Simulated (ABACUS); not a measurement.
**A series of single points on V**

System: V (Im-3m, 1 atom in the cell).
Method: Kohn-Sham DFT of a periodic cell, PBE, PseudoDojo NC SR 0.4.1 PBE standard, spin-polarised (ABACUS 3.10.1).

The 7 runs differ only in the geometry, by an even scaling of the cell at fixed fractional positions. The structure derives from an entry of the Crystallography Open Database.

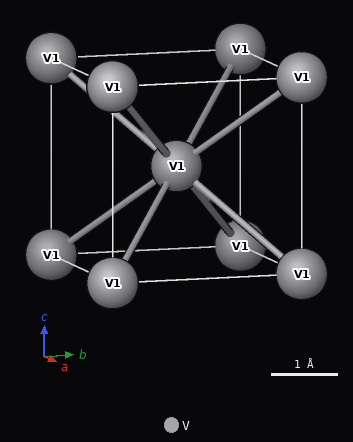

Figure 1. The structure of run 4 (ball-and-stick view of the cell 2 times as large as that of the calculation, set on its symmetry axes, seen slightly off an axis; atoms are numbered from 1 in the order of the input).

### Input of run 4
```
INPUT_PARAMETERS
suffix              V
calculation         scf
basis_type          pw
pseudo_dir          ./
symmetry            1
dft_functional      pbe
ecutwfc             84
pseudo_rcut         10
nspin               2
nbands              12
ks_solver           dav
smearing_method     fd
smearing_sigma      0.00367493
scf_thr             1e-08
scf_nmax            100
mixing_type         broyden
mixing_beta         0.4
cal_force           1
cal_stress          1
kpar                4
```

### File STRU of run 4
```
ATOMIC_SPECIES
V 50.9415 V.upf

LATTICE_CONSTANT
1.8897261246

LATTICE_VECTORS
-1.5143500000 1.5143500000 1.5143500000
1.5143500000 -1.5143500000 1.5143500000
1.5143500000 1.5143500000 -1.5143500000

ATOMIC_POSITIONS
Direct

V
0.0
1
0.0000000000 0.0000000000 0.0000000000 1 1 1 mag 2
```

### File KPT of run 4
```
K_POINTS
0
Gamma
12 12 12 0 0 0
```

Command:
```bash
OMP_NUM_THREADS=1 mpirun -np 4 abacus > log
```

Run 6 differs from it as follows:
```diff
--1.5143500000 1.5143500000 1.5143500000
-1.5143500000 -1.5143500000 1.5143500000
-1.5143500000 1.5143500000 -1.5143500000
+-1.5342779432 1.5342779432 1.5342779432
+1.5342779432 -1.5342779432 1.5342779432
+1.5342779432 1.5342779432 -1.5342779432
```

### Results, with one run withheld

| run | volume per atom (Å³) | free energy per atom, from the lowest run given (meV) | pressure (GPa) |
| --- | --- | --- | --- |
| 1 | 13.058 | 6.74 | 5.92 |
| 2 | 13.336 | 0.00 | 1.84 |
| 3 | 13.613 | 0.00 | −1.85 |
| 4 | 13.891 | 6.15 | −5.28 |
| 5 | 14.169 | 17.89 | −8.33 |
| 6 | 14.447 | ? | ? |
| 7 | 14.725 | 56.03 | −13.57 |

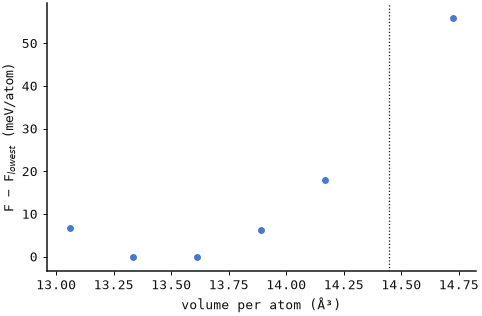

Figure 2. Free energy per atom of the runs given; the dotted line marks run 6.

What should run 6 give?

A cubic polynomial in V^(−2/3) (the Birch–Murnaghan form), fitted to the 6 runs given, misses them by at most 0.01 meV per atom. With x = V^(−2/3) − 0.17397 Å⁻², it reads F = 3.032 − 2901 x + 5.4963e+05 x² − 3.6788e+05 x³ (meV per atom). At run 6 it gives 34.66 meV per atom, and the run itself gives 34.67. The slope of the fit gives a pressure −dF/dV of −11.04 GPa there, and the run prints −11.06 GPa. The fit has its minimum at 13.473 Å³ per atom, where V d²F/dV² gives 180 GPa: the bulk modulus at this level, since symmetry fixes the shape and the positions.

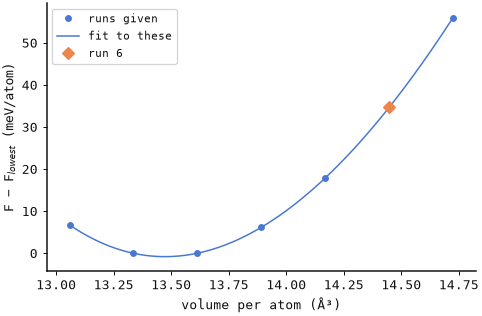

Figure 3. The fit and the withheld run.

### Some lines of the output (run 6)
```
[...]
 E_Fermi        1.1300543997         15.3751788853
 E_Fermi        1.1291937543         15.3634692048
 E_Fermi        1.1286033501         15.3554363437
 E_Fermi        1.1284819511         15.3537846255
 E_Fermi        1.1282476159         15.3505963318
 E_Fermi        1.1282422272         15.3505230138
 E_Fermi        1.1281641366         15.3494605372
 E_Fermi        1.1281462086         15.3492166145
 E_KS(sigma->0) -147.6137750120      -2008.3884434533
 E_Fermi        1.1281439016         15.3491852261
 final etot is -2008.3976093 eV
 EFERMI = 15.349185226 eV
 TOTAL-PRESSURE: -110.637974 KBAR
 !FINAL_ETOT_IS -2008.3976092933428390 eV
```
